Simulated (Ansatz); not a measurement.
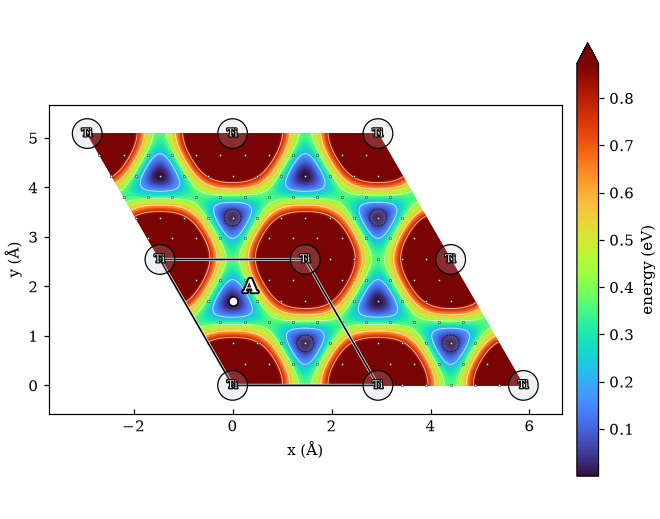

H on a Ti(001) slab cut from the P6_3/mmc phase, its upper half relaxed before the scan (5 atoms of substrate and one adsorbate in a 1 × 1 cell). H is moved over the surface cell; relaxed at each place: the height of the adsorbate's atoms; substrate rigid; the origin of the map has the adsorbate above Ti5. Places are given modulo a cell vector. The map is drawn in real space over the plane of the surface. The grid has 6 × 6 points; 10 points were computed and 26 follow by symmetry. All energies are given in eV relative to the lowest grid point. With one adsorbate in each 1 × 1 cell, its nearest image is 2.9 Å away, so neighbouring adsorbates interact. Theory: DFT PBE, scalar-relativistic, plane waves, PAW in Ansatz 0.2.0. Settings: cutoff 420 eV, k-mesh 9×9×1, gaussian smearing 0.1 eV, no spin polarisation.

The picture shows a smooth colour map with a few white contour lines, dots at the grid points, labelled circles for the atoms of the top layer and small ones for the second layer, the outline of one cell of the 2 × 2 shown, one colour for all values above the top of the scale, the point A. Between grid points the surface is interpolated.

> Find the lowest pass out of the well at A.

The easiest path leads from the well at a threefold hollow, (2/6, 4/6) of the cell vectors to a well of about the same depth at a threefold hollow over a second-layer Ti atom, (4/6, 2/6) of the cell vectors. Its highest point lies about 0.35 eV above the bottom of the first well on the interpolated surface, at a bridge site between two Ti atoms, (3/6, 0/6) of the cell vectors. This is the barrier on the constrained surface; relaxing the other coordinates would change it.

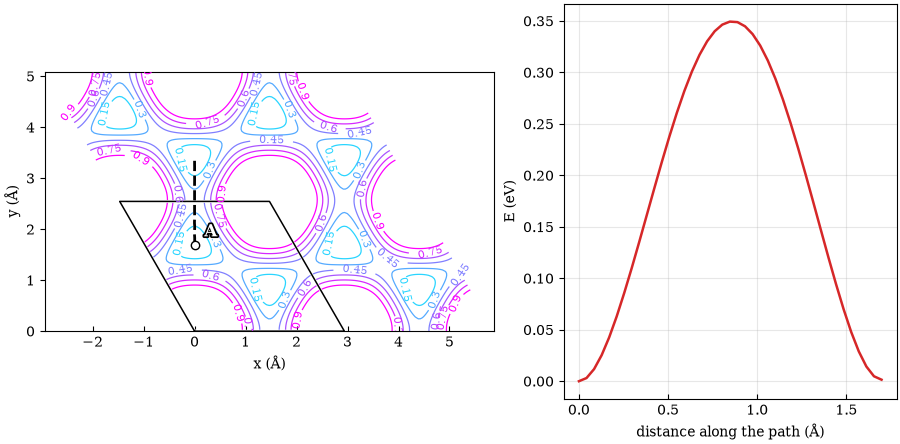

In the figure: contour lines labelled in eV (none above 0.9), a line along the lowest path, the outline of one cell of the 2 × 2 shown, the energy along the path at the right. Between grid points the surface is interpolated.

PAW datasets: the set soft_1.
